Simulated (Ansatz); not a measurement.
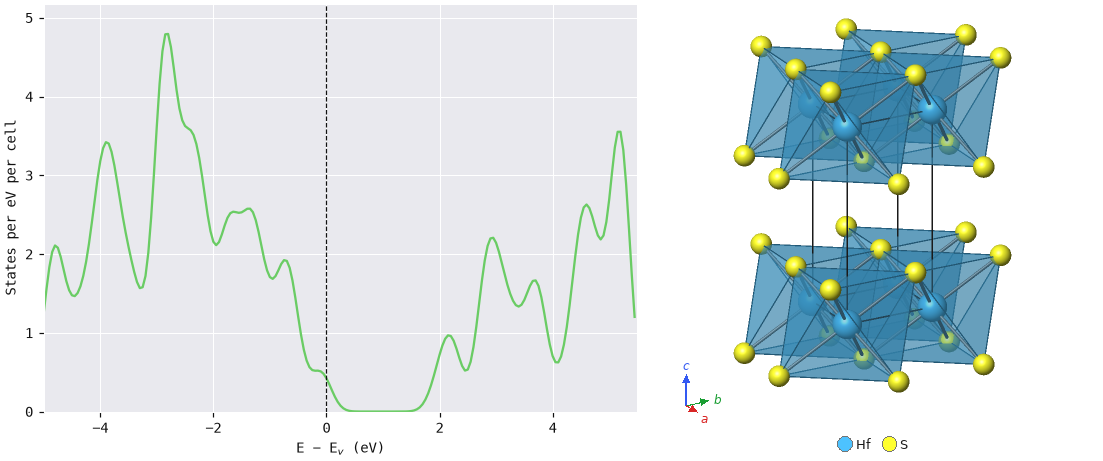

Density of states, beside the structure. Energies are counted from the top of the valence band. The curve is built from the levels of the k mesh with Gaussians 0.4 eV wide, which also blur the band edges.

The Ansatz input:

```
crystal:
  lattice:
    - [3.6302959569, 0.0, 0.0]
    - [-1.8151479785, 3.1439285219, 0.0]
    - [0.0, 0.0, 5.93714174]
  atoms:
    - { symbol: Hf, position: [0.0, 0.0, 0.0] }
    - { symbol: S, position: [0.3333333333, 0.6666666667, 0.2424086186] }
    - { symbol: S, position: [0.6666666667, 0.3333333333, 0.7575913814] }
kpoints:
  mp_grid: { grid: [6, 6, 4] }
  band_path:
    path:
      - [0.0, 0.0, 0.0]
      - [0.5, 0.0, 0.0]
      - [0.3333333333, 0.3333333333, 0.0]
      - [0.0, 0.0, 0.5]
      - [0.5, 0.0, 0.5]
      - [0.3333333333, 0.3333333333, 0.5]
      - [0.0, 0.25, 0.25]
      - [-0.109375, 0.052083, 0.0]
      - [0.0, 0.5, 0.5]
    npoints: 1
hamiltonian:
  xc: hse06
scf:
  occupations: { method: fixed }
  n_extra_bands: 4
output:
  forces: true
  stress: true
  eigenvalues: true
```

Command:
```bash
ansatz run input.yaml --threads 4 --pin off --max-ram 4608MiB --backend cpu --events-out ev --progress --plain --runs-dir out
```

**Metal or insulator, going by the density of states?**

There is a gap; over the k points computed it is 1.93 eV (indirect; the smallest direct gap is 2.84 eV).

**Where is the tallest peak of the filled states in the window?**

Within the window shown, the tallest peak of the filled states lies 2.8 eV under the valence-band top, at about 4.8 states per eV and cell.

Spin-orbit coupling is left out, which matters for Hf.
